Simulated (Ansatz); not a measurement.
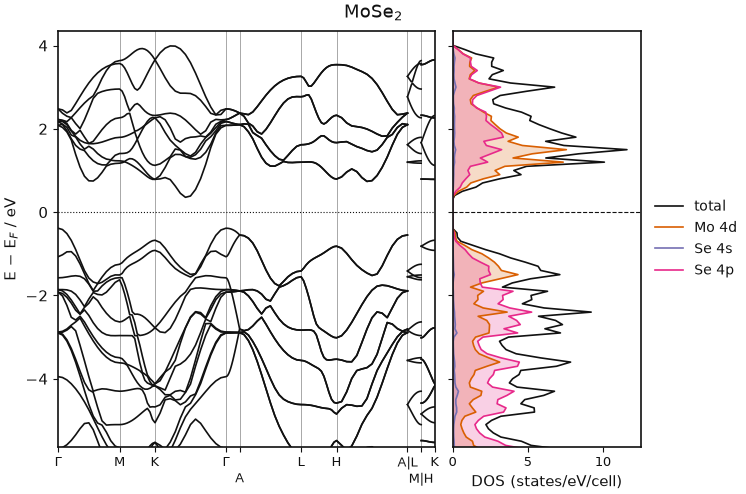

Band structure and density of states. Energies are counted from the Fermi level. The partial curves are projected on Löwdin-orthogonalised atomic shells.

System: MoSe₂, space group P6_3/mmc, 6 atoms in the cell.

Space group P6_3/mmc (No. 194). a = 3.276 Å, b = 3.276 Å, c = 12.732 Å, α = 90.00°, β = 90.00°, γ = 120.00°
| atom | site | symmetry | x | y | z |
| --- | --- | --- | --- | --- | --- |
| Mo | 2c | -6m2 | 0.3333 | 0.6667 | 0.2500 |
| Se | 4f | 3m. | 0.3333 | 0.6667 | 0.6185 |

Level of theory: DFT PBE+D3(BJ), scalar-relativistic, plane waves, PAW, no spin polarisation, 12×12×2 k mesh, 420 eV cutoff; code Ansatz.

Question: Is there a gap? Give its size, its kind and where the band edges lie.

Answer: The material is gapped. The gap along this path is 0.74 eV and indirect, from the valence-band top at Γ to the conduction-band bottom between K and Γ; the smallest direct gap is 1.46 eV, at K.

Question: How much do the top valence band and the lowest conduction band disperse along the path?

Answer: The top valence band spans 1.4 eV and the lowest conduction band 1.7 eV.
